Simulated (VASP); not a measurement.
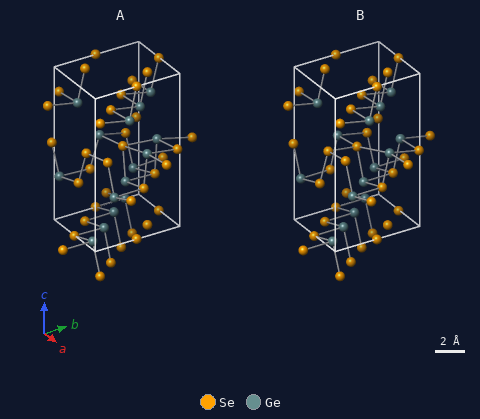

Two geometries of a defect cell of composition Ge₁₅Se₁₇, drawn at one scale. One is the start of a relaxation, the other its converged end. Style: ball-and-stick. Shown: the cell of the calculation (origin shifted), slightly off an axis.

These are results of Kohn-Sham DFT of a periodic cell, PBE, VASP PAW PBE potentials, recommended (VASP 6.6.1), not measurements. Set-up: plane-wave cutoff 450 eV; k-point mesh 2 × 2 × 2; occupations gaussian; smearing width 0.01 eV; no spin polarisation.

### Which geometry has the lower energy?

Structure A is the relaxed one. The run lets the atoms move in a fixed cell. The atoms of the start lie slightly off their symmetric places, so part of the fall in energy undoes that. A Se atom moves most: 0.43 Å along [1 2 0]. By element the largest moves are Se 0.43 Å, Ge 0.25 Å. The cell doesn't change. Some distances before and after: Se–Se 2.593 → 3.343 Å, Ge–Se 3.353 → 2.695 Å, Ge–Se 2.646 → 2.940 Å, Ge–Se 3.387 → 3.101 Å. New bonds form, among them: Ge–Se (3.35 → 2.69 Å). Among the angles between lasting bonds that change: Se–Se–Ge 97.8° → 82.4°, Ge–Se–Ge 102.9° → 93.0°, Se–Ge–Se 93.2° → 84.6°. The energy falls by 1.023 eV per cell of the calculation in 23 geometry steps. Largest force component: 1.1 eV/Å at the start, 0.019 eV/Å at the end. It ran on 1 × NVIDIA H100 80GB with 1 thread of AMD EPYC 7R13 Processor (Zen 3), on a shared host.
